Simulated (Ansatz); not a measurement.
Input

```
crystal:
  lattice:
    - [2.49824, 0.0, 0.0]
    - [-1.24912, 2.1635393048, 0.0]
    - [0.0, 0.0, 6.6357]
  atoms:
    - { symbol: B, position: [0.3333333333, 0.6666666667, 0.25] }
    - { symbol: B, position: [0.6666666667, 0.3333333333, 0.75] }
    - { symbol: "N", position: [0.3333333333, 0.6666666667, 0.75] }
    - { symbol: "N", position: [0.6666666667, 0.3333333333, 0.25] }
total_charge: 0.25
basis:
  ecutwfc: 500
  fft_grid_basis: typed
kpoints:
  mp_grid: { grid: [15, 15, 4] }
hamiltonian:
  xc: pbe
scf:
  occupations: { method: gaussian, width: 0.05 }
output:
  forces: true
  stress: true
  eigenvalues: true
  bader: true
  write_density: true
  volumetric_format: npy
```

Command:

```sh
ansatz run input.yaml --threads 2 --pin off --max-ram 4096MiB --backend cpu --events-out ev --progress --plain --runs-dir out
```

The picture shows the conventional cell (a = 2.50 Å, b = 2.50 Å, c = 6.64 Å, α = 90.00°, β = 90.00°, γ = 120.00°).

Space group P6_3/mmc; the calculation finds a residual pressure of about 5 GPa at this fixed cell.

All numbers below come from DFT PBE, scalar-relativistic, plane waves, PAW in Ansatz.

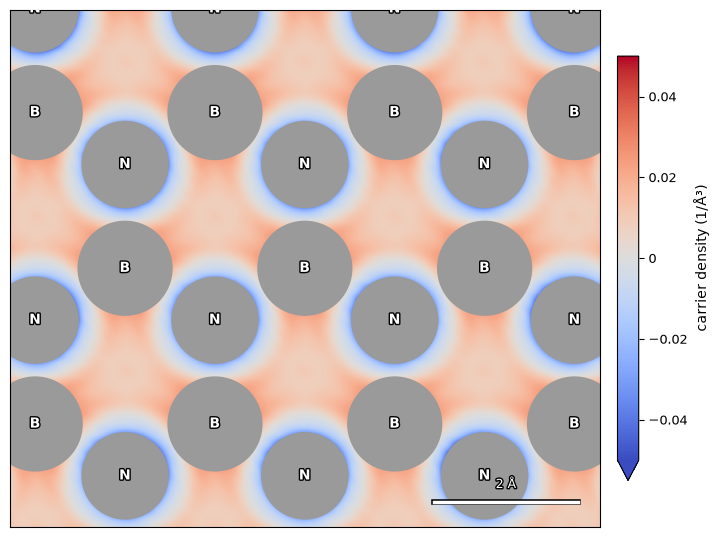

BN. Where the hole sits when 0.25 electron is taken from the 4-atom cell of the calculation (uniform compensating background, atoms fixed); the change of density for each carrier, counted positive where the carrier is: a map on the (001) plane of the conventional cell, with grey discs over the atomic cores. Cores are masked to 0.7 Å (B) and 0.6 Å (N).

Core electrons are frozen (PAW), so the fields are smoothed inside the atomic spheres.

Question: Where does the doped charge go?

Answer: Summed over atomic cells sized by the Bader volumes, the hole divides as N about 95 % and B little; these cells fill 10 % (B) and 90 % (N) of the volume.
- Over the whole cell, outside the cores, it is densest at the edge of the masked core of N.
- The counter-flow of charge adds up to under 0.1 e for each carrier.
- These are shares of the net change, screening included; the states that take the carrier can be more concentrated.
- This is very heavy doping, far beyond the dilute limit.
